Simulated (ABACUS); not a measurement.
# Single-point calculation at one volume of an equation of state of Ru (part 2 of 2)

Ru (P6₃/mmc, 2 atoms in the cell); Kohn-Sham DFT of a periodic cell, PBE, PseudoDojo NC SR 0.4.1 PBE standard, no spin polarisation (ABACUS 3.10.1); cutoff 1360.57 eV, 11×11×6 k-mesh, fermi-dirac of 0.05 eV. The structure derives from an entry of the Crystallography Open Database. It belongs to a series of runs on one base structure; here: volume scaled by 0.98. The settings are looser than a standard set-up, so the numbers are not reference values.

Geometry of the input (Å; fractional positions):
```
2.6876  0.0000  0.0000
-1.3438  2.3276  0.0000
0.0000  0.0000  4.2532
Ru 0.6667  0.3333  0.7500
Ru 0.3333  0.6667  0.2500
```

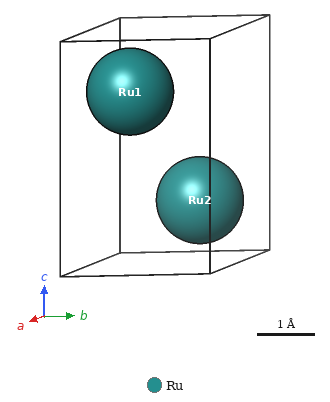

Figure 1. The structure (spheres-only view of the cell of the calculation, seen slightly off an axis; atoms are numbered from 1 in the order of the input).

**Output, continued**
```
----------------------------------------------------------
 E_KohnSham     -404.1168233069      -5498.2914546330
 E_Harris       -404.8818605489      -5508.7003203071
 E_Fermi        1.8903410717         25.7194097386
----------------------------------------------------------

 LCAO ALGORITHM --------------- ION=   1  ELEC=   2--------------------------------

 Density error is 0.00489018432981
----------------------------------------------------------
     Energy           Rydberg                 eV
----------------------------------------------------------
 E_KohnSham     -404.1168222603      -5498.2914403936
 E_Harris       -404.3260268744      -5501.1378151929
 E_Fermi        1.8749137557         25.5095103354
----------------------------------------------------------

 LCAO ALGORITHM --------------- ION=   1  ELEC=   3--------------------------------

 Density error is 0.000147019433237
----------------------------------------------------------
     Energy           Rydberg                 eV
----------------------------------------------------------
 E_KohnSham     -404.1168460342      -5498.2917638538
 E_Harris       -404.1116830487      -5498.2215178325
 E_Fermi        1.8689596232         25.4285002068
----------------------------------------------------------

 LCAO ALGORITHM --------------- ION=   1  ELEC=   4--------------------------------

 Density error is 1.28905579876e-05
----------------------------------------------------------
     Energy           Rydberg                 eV
----------------------------------------------------------
 E_KohnSham     -404.1168460576      -5498.2917641726
 E_Harris       -404.1165848014      -5498.2882095993
 E_Fermi        1.8690891343         25.4302622963
----------------------------------------------------------

 LCAO ALGORITHM --------------- ION=   1  ELEC=   5--------------------------------

 Density error is 1.38648440683e-06
----------------------------------------------------------
     Energy           Rydberg                 eV
----------------------------------------------------------
 E_KohnSham     -404.1168460578      -5498.2917641745
 E_Harris       -404.1168544784      -5498.2918787434
 E_Fermi        1.8690963133         25.4303599722
----------------------------------------------------------

 LCAO ALGORITHM --------------- ION=   1  ELEC=   6--------------------------------

 Density error is 9.21486937415e-08
----------------------------------------------------------
     Energy           Rydberg                 eV
----------------------------------------------------------
 E_KohnSham     -404.1168460579      -5498.2917641756
 E_KS(sigma->0) -404.1163056157      -5498.2844110834
 E_Harris       -404.1168493082      -5498.2918083992
 E_band         -3.3936710164        -46.1732629608
 E_one_elec     -63.5803555016       -865.0551156868
 E_Hartree      58.4860987589        795.7441969124
 E_xc           -68.8209174198       -936.3566184961
 E_Ewald        -330.2005910113      -4492.6095207206
 E_entropy(-TS) -0.0010808842        -0.0147061844
 E_descf        0.0000000000         0.0000000000
 E_exx          0.0000000000         0.0000000000
 E_Fermi        1.8690962268         25.4303587942
----------------------------------------------------------

 charge density convergence is achieved
 final etot is -5498.2917642 eV
 EFERMI = 25.430358794 eV

 STATE ENERGY(eV) AND OCCUPATIONS    NSPIN == 1
 1/64 kpoint (Cartesian) = 0.0000 0.0000 0.0000 (747 pws)
       1       -47.3067     0.00275482
       2       -47.0680     0.00275482
       3       -18.0375     0.00275482
       4       -16.9648     0.00275482
       5       -16.9648     0.00275482
       6       -16.7736     0.00275482
       7       -16.7736     0.00275482
       8       -16.7437     0.00275482
       9        16.5731     0.00275482
      10        18.4583     0.00275482
      11        22.4821     0.00275482
      12        22.4821     0.00275482
      13        22.6891     0.00275482
      14        23.2621     0.00275482
      15        23.2621     0.00275482
      16        23.8516     0.00275482
      17        23.8516     0.00275482
      18        26.6576    6.03534e-14
      19        26.6576    6.03534e-14
      20        36.1276        0.00000

 2/64 kpoint (Cartesian) = -0.033825 0.019529 0.0000 (752 pws)
       1       -47.2928      0.0165289
       2       -47.0625      0.0165289
       3       -18.0076      0.0165289
       4       -17.0340      0.0165289
       5       -16.9878      0.0165289
       6       -16.8451      0.0165289
       7       -16.7828      0.0165289
       8       -16.7585      0.0165289
       9        16.8681      0.0165289
      10        18.6969      0.0165289
      11        21.9849      0.0165289
      12        22.7649      0.0165289
      13        23.0622      0.0165289
      14        23.1867      0.0165289
      15        23.5200      0.0165289
      16        23.5332      0.0165289
      17        23.6492      0.0165289
      18        25.9331    7.10041e-07
      19        26.7687    3.92074e-14
      20        36.1440        0.00000

 3/64 kpoint (Cartesian) = -0.067650 0.039058 0.0000 (760 pws)
       1       -47.2544      0.0165289
       2       -47.0486      0.0165289
       3       -17.9208      0.0165289
       4       -17.2194      0.0165289
       5       -17.0470      0.0165289
       6       -17.0321      0.0165289
       7       -16.8094      0.0165289
       8       -16.8032      0.0165289
       9        17.6596      0.0165289
      10        19.2311      0.0165289
      11        21.4256      0.0165289
      12        22.4482      0.0165289
      13        22.7772      0.0165289
      14        23.1808      0.0165289
      15        23.5747      0.0165289
      16        23.8660      0.0165289
      17        24.2504      0.0165289
      18        24.7430      0.0165289
      19        26.9956    4.19479e-16
      20        36.3180        0.00000

 4/64 kpoint (Cartesian) = -0.10147 0.058586 0.0000 (768 pws)
       1       -47.2011      0.0165289
       2       -47.0332      0.0165289
       3       -17.7894      0.0165289
       4       -17.4610      0.0165289
       5       -17.2669      0.0165289
       6       -17.1205      0.0165289
       7       -16.8770      0.0165289
       8       -16.8469      0.0165289
       9        18.5815      0.0165289
      10        19.3867      0.0165289
      11        20.9777      0.0165289
      12        21.6151      0.0165289
      13        22.6683      0.0165289
      14        22.7111      0.0165289
      15        23.9835      0.0165289
      16        24.7645      0.0165289
      17        24.9838      0.0165267
      18        25.3104      0.0151542
      19        27.1989    7.19766e-18
      20        37.2412        0.00000

 5/64 kpoint (Cartesian) = -0.13530 0.078115 0.0000 (782 pws)
       1       -47.1467      0.0165289
       2       -47.0240      0.0165289
       3       -17.6804      0.0165289
       4       -17.6384      0.0165289
       5       -17.4722      0.0165289
       6       -17.1849      0.0165289
       7       -16.9734      0.0165289
       8       -16.8829      0.0165289
       9        18.7872      0.0165289
      10        19.3202      0.0165289
      11        19.8553      0.0165289
      12        22.2601      0.0165289
      13        22.6719      0.0165289
      14        23.3256      0.0165289
      15        23.5129      0.0165289
      16        25.9978    1.94943e-07
      17        26.4362    3.03370e-11
      18        26.7466    6.10436e-14
      19        27.3295    5.28051e-19
      20        39.3067        0.00000

 6/64 kpoint (Cartesian) = -0.16912 0.097644 0.0000 (786 pws)
       1       -47.1087      0.0165289
       2       -47.0238      0.0165289
       3       -17.8127      0.0165289
       4       -17.5890      0.0165289
       5       -17.5174      0.0165289
       6       -17.2220      0.0165289
       7       -17.0613      0.0165289
       8       -16.9047      0.0165289
       9        18.5490      0.0165289
      10        19.2881      0.0165289
      11        19.3471      0.0165289
      12        22.0381      0.0165289
      13        23.2725      0.0165289
      14        23.5338      0.0165289
      15        23.9202      0.0165289
      16        26.7789    3.20143e-14
      17        27.2222    4.51554e-18
      18        27.3895    1.59073e-19
      19        29.6436    4.19444e-39
      20        35.3716    7.40778e-89

[... levels at 58 further k points ...]

 correction force for each atom along direction 1 is 1.08143e-14
 correction force for each atom along direction 2 is -2.78613e-15
 correction force for each atom along direction 3 is -2.25514e-16
------------------------------------------------------------------------------------------
 TOTAL-FORCE (eV/Angstrom)
------------------------------------------------------------------------------------------
                       Ru1         0.0000000000         0.0000000000         0.0000000000
                       Ru2         0.0000000000         0.0000000000         0.0000000000
------------------------------------------------------------------------------------------

----------------------------------------------------------------
 TOTAL-STRESS (KBAR)
----------------------------------------------------------------
       285.8231363993        -0.0000000061         0.0000000000
        -0.0000000061       285.8231363909         0.0000000000
         0.0000000000         0.0000000000       280.1560833822
----------------------------------------------------------------
 TOTAL-PRESSURE: 283.934119 KBAR

 --------------------------------------------
 !FINAL_ETOT_IS -5498.2917641756457670 eV
 --------------------------------------------
```

**Standard output**
```
ABACUS v3.10.1

               Atomic-orbital Based Ab-initio Computation at UStc

%%%%%%%%%%%%%%%%%%%%%%%%%%%%%%%%%%%%%%%%%%%%%%%%%%%%%%%%%%%%%%%%%%%%%%%%%%%%%%%%%%%%%%%%%%%%%%%%%%%%%%%%%
 Warning: the number of valence electrons in pseudopotential > 8 for Ru: [Kr] 4d7 5s1
 Pseudopotentials with additional electrons can yield (more) accurate outcomes, but may be less efficient.
 If you're confident that your chosen pseudopotential is appropriate, you can safely ignore this warning.
%%%%%%%%%%%%%%%%%%%%%%%%%%%%%%%%%%%%%%%%%%%%%%%%%%%%%%%%%%%%%%%%%%%%%%%%%%%%%%%%%%%%%%%%%%%%%%%%%%%%%%%%%

 UNIFORM GRID DIM        : 36 * 36 * 54
 UNIFORM GRID DIM(BIG)   : 9 * 9 * 27
 ---------------------------------------------------------
 Self-consistent calculations for electrons
 ---------------------------------------------------------
 SPIN    KPOINTS         PROCESSORS  THREADS     NBASE
 1       64              4           4           20
 ---------------------------------------------------------
 Use Systematically Improvable Atomic bases
 ---------------------------------------------------------
 ELEMENT ORBITALS        NBASE       NATOM       XC
 Ru      2s1p1d-7au      10          2
 ---------------------------------------------------------
 Initial plane wave basis and FFT box
 ---------------------------------------------------------
 -------------------------------------------
 SELF-CONSISTENT :
 -------------------------------------------
 START CHARGE      : atomic
 ITER       ETOT/eV          EDIFF/eV         DRHO     TIME/s
 GE1     -5.49829145e+03   0.00000000e+00   1.6436e-02   0.23
 GE2     -5.49829144e+03   1.42393686e-05   4.8902e-03   0.21
 GE3     -5.49829176e+03  -3.23460175e-04   1.4702e-04   0.22
 GE4     -5.49829176e+03  -3.18749084e-07   1.2891e-05   0.21
 GE5     -5.49829176e+03  -1.97060891e-09   1.3865e-06   0.21
 GE6     -5.49829176e+03  -1.11600811e-09   9.2149e-08   0.22
----------------------------------------------------------------
 TOTAL-STRESS (KBAR)
----------------------------------------------------------------
       285.8231363993        -0.0000000061         0.0000000000
        -0.0000000061       285.8231363909         0.0000000000
         0.0000000000         0.0000000000       280.1560833822
----------------------------------------------------------------
 TOTAL-PRESSURE: 283.934119 KBAR
```

**Results in brief**

- outcome: converged
- space group (tolerance 0.01 Å): P6₃/mmc (194)
- electrons treated: 32
- free energy: −5498.2918 eV
- Fermi energy: 25.430 eV
- gap on the k-point mesh: none (metallic)
- pressure: 28.39 GPa
- largest force (length of the vector): under 0.001 eV/Å
- wall time: 2.1 s (CPU time 8.3 s)
- peak memory: 0.4 GiB

**Remarks**

Settings chosen away from the usual ones: volume scaled by 0.98. The settings depart from the standard set-up of this series, which can bear on the numbers. Points of doubt noted for this run: home made orbitals.
